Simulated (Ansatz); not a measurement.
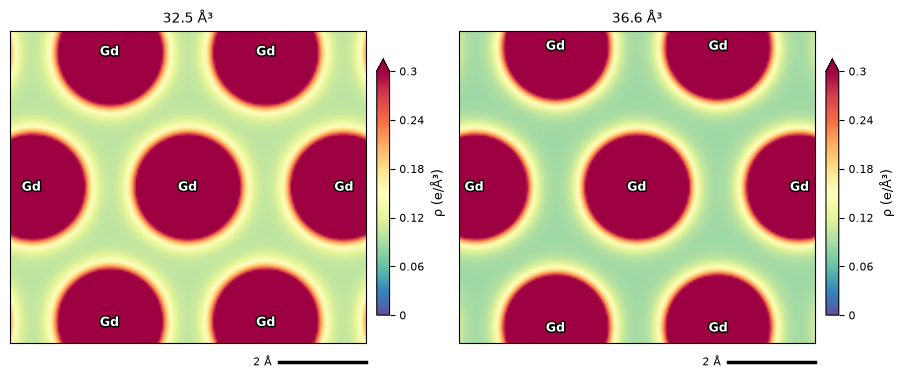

Gd. The valence electron density of cells scaled evenly to different volumes (given per atom above each panel), on the (001) plane of each (indices in the axes of the cell below), at one length scale and on one colour scale.

A structure from a database of computed crystals, not necessarily the ambient phase; spin-polarised.

The calculation used Ansatz 0.2.0, Kohn-Sham DFT of a periodic cell, PBE, Ansatz PAW.

In a PAW calculation such maps are meaningful between the atoms, not at the nuclei.

The largest cell:

```cif
data_structure
_symmetry_space_group_name_H-M 'P 1'
_symmetry_Int_Tables_number 1
_cell_length_a 3.7286
_cell_length_b 3.7286
_cell_length_c 3.7286
_cell_angle_alpha 60.000
_cell_angle_beta 60.000
_cell_angle_gamma 60.000
_cell_volume 36.65
loop_
_atom_site_label
_atom_site_type_symbol
_atom_site_fract_x
_atom_site_fract_y
_atom_site_fract_z
_atom_site_occupancy
Gd1 Gd 0.00000 0.00000 0.00000 1
```

| volume (Å³/atom) | Gd–Gd contact in the plane (Å) | ρ at its midpoint (e/Å³) | pressure (GPa) | largest moment (μB) | 
| --- | --- | --- | --- | --- |
| 32.51 | 3.582 | 0.104 | 0.5 | 7.29 | 
| 33.20 | 3.607 | ? | ? | ? | 
| 36.65 | 3.729 | 0.088 | −2.5 | 7.38 | 

Q: What values belong in the row with question marks?

A: Over the known rows ln ρ falls by 1.14 per Å of Gd–Gd distance (the line through the two), which gives 0.101 e/Å³ at 3.607 Å; the calculation gives 0.101 e/Å³. For the pressure, a straight line in volume between the neighbouring rows gives 0.0 GPa; the calculation gives −0.2. For the largest moment, a straight line in volume between the neighbouring rows gives 7.30 μB; the calculation gives 7.30.
